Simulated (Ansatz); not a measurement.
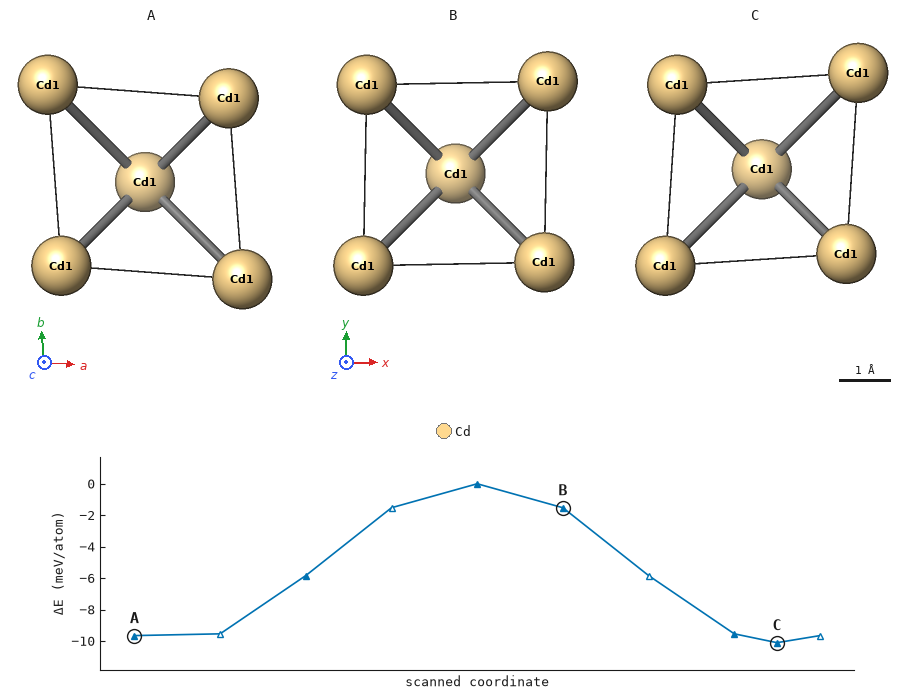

Frames of a one-coordinate scan of crystalline Cd (Im-3m). x, y and z are the Cartesian axes of the input. Hollow markers are points alike by symmetry, not computed again. Style: ball-and-stick. Shown: the conventional cell (2 times the calculation's cell), along the c axis. Lengths and directions refer to the drawn axes.

Theory: DFT LDA, scalar-relativistic, plane waves, PAW (Ansatz). (plane-wave cutoff 420 eV; k-point mesh 18 × 18 × 18; occupations gaussian; smearing width 0.15 eV; no spin polarisation). Energies (free energies at the smearing named) are counted from the cell as listed in its source, which wasn't relaxed.

What is being scanned?

The cell is strained in shear in the xy plane, with the atoms kept at their fractional coordinates. In the frames the strain is −0.15 (A), 0.0375 (B), 0.1312 (C). Of the computed points the lowest is at the strain 0.1312, −10.1 meV/atom. A local maximum lies at 0.00 (0.0 meV/atom). The end points stand at −9.7 meV/atom (−0.15) and −9.7 meV/atom (0.15). The unrelaxed reference is under a pressure of −5.0 GPa. The distortion takes the space group from Im-3m to Fmmm. At the strain −0.15 the cell of the drawing goes a 3.569 → 3.579 Å, b 3.569 → 3.579 Å, γ 90.0° → 98.6°.
